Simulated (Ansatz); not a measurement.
**CuO2: density, localisation and related maps**

```cif
data_structure
_symmetry_space_group_name_H-M 'P 1'
_symmetry_Int_Tables_number 1
_cell_length_a 2.8258
_cell_length_b 9.6847
_cell_length_c 4.0786
_cell_angle_alpha 90.000
_cell_angle_beta 90.000
_cell_angle_gamma 90.000
_cell_volume 111.62
loop_
_atom_site_label
_atom_site_type_symbol
_atom_site_fract_x
_atom_site_fract_y
_atom_site_fract_z
_atom_site_occupancy
Cu1 Cu 0.00000 0.84073 0.75000 1
Cu2 Cu 0.50000 0.34073 0.75000 1
Cu3 Cu 0.00000 0.15927 0.25000 1
Cu4 Cu 0.50000 0.65927 0.25000 1
O1 O 0.00000 0.20941 0.75000 1
O2 O 0.50000 0.70941 0.75000 1
O3 O 0.00000 0.79059 0.25000 1
O4 O 0.50000 0.29059 0.25000 1
O5 O 0.00000 0.46745 0.75000 1
O6 O 0.50000 0.96745 0.75000 1
O7 O 0.00000 0.53255 0.25000 1
O8 O 0.50000 0.03255 0.25000 1
```

Space group Cmcm; a structure from a database of computed crystals, not necessarily the ambient phase.

Level of theory: Kohn-Sham DFT of a periodic cell, PBEsol, Ansatz PAW in Ansatz.

The density is the valence pseudo-density of a PAW calculation; it isn't the true density close to the nuclei.

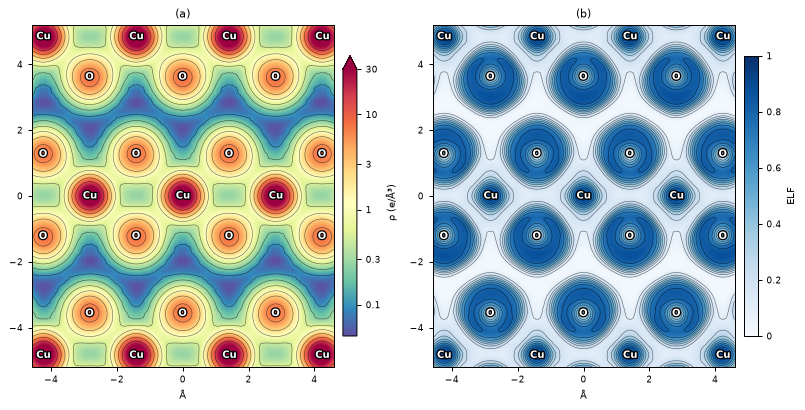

Figure 1. (a) valence charge density (pseudo); (b) electron localisation function on the (001) plane of the conventional cell.

What does the map show?

- The section cuts through Cu and O sites.
- Cu–O (1.87 Å): the density is about 0.81 e/Å³ at the midpoint; the ELF peaks at about 0.85 in the valence shell of O, 0.6 Å from its nucleus, and is about 0.30 at the midpoint (no localised pair shows between them).
- Between the atoms the lowest density in this plane is 0.05 e/Å³.
- The features right at Cu lie inside the PAW spheres, where the map follows smoothed inner orbitals and isn't to be read closely.

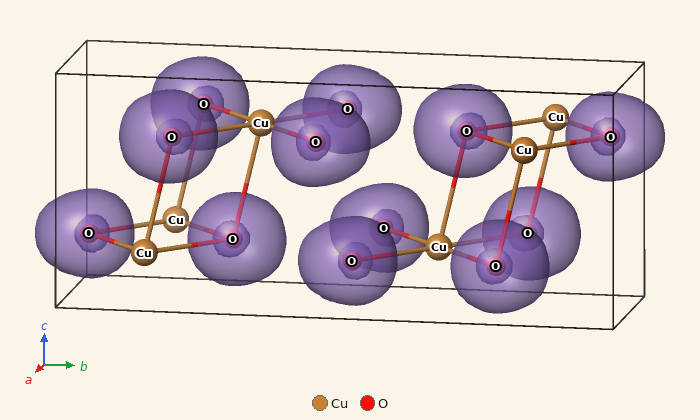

Figure 2. Isosurface of the electron localisation function at 0.65 (purple), seen slightly off an axis. Only the valence region is drawn (cores and ρ < 0.01 e/Å³ removed). Sticks mark near contacts.

Describe the localisation domains.

The surface consists of eight regions wrapped around O (the valence shell of each), counted in one cell of 12 atoms. Any copies at cell faces, edges or corners count once. Profiles from the grid: Cu–O (2.10 Å): the ELF peaks at about 0.85 in the valence shell of O, 0.6 Å from its nucleus, and is about 0.15 at the midpoint; no shared electron pair shows on this line.

Does the calculation make it a metal, or give it a gap?

It is metallic or semimetallic at this level of theory: no gap opens; semilocal functionals without U, or without the true magnetic order, often close the gap of such compounds.
